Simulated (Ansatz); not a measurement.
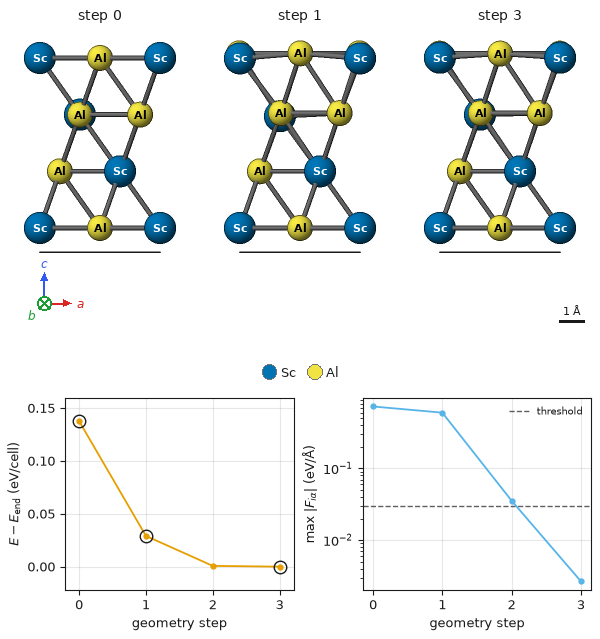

Frames of a constrained relaxation of a slab of composition ScAl3 (cut from the Pm-3m phase), marked on the history of the run. Style: ball-and-stick. Shown: the cell of the calculation, outlined in the plane, without the vacuum (origin shifted), along the b axis.

Case: clean slab, lower half held. The slab is the (1 1 1) face of ScAl3. 8 atoms are held fixed.

Theory: DFT PBE+D3(BJ), scalar-relativistic, plane waves, PAW in Ansatz 0.2.0. Settings: plane-wave cutoff 420 eV; k-point mesh 6 × 6 × 1; occupations gaussian; smearing width 0.1 eV; no spin polarisation; dipole correction; atoms relaxed in a fixed cell; force threshold 0.03 eV/Å; at most 70 steps.

Describe the path.

The largest moves, 0.18 Å, are those of Al atoms. By element the largest moves are Al 0.18 Å, Sc 0.01 Å. The cell doesn't change. Among the contacts that change: Al–Sc 2.863 → 3.022 Å, Al–Al 2.863 → 2.948 Å, Al–Al 2.863 → 2.809 Å, Al–Al 2.863 → 2.917 Å. The energy falls by 0.138 eV per cell of the calculation in 3 geometry steps. Largest force component: 0.73 eV/Å at the start, 0.0027 eV/Å at the end. From step 0 to 1: Al atoms move most (0.19 Å), energy −0.109 eV per cell of the calculation. From step 1 to 3: a Sc atom moves most (0.06 Å), energy −29.1 meV per cell of the calculation.

```tsv
step	E − E(0), meV/atom	largest force component, eV/Å
0	0.00	0.7328
1	-6.79	0.6009
2	-8.56	0.0355
3	-8.61	0.0027
```
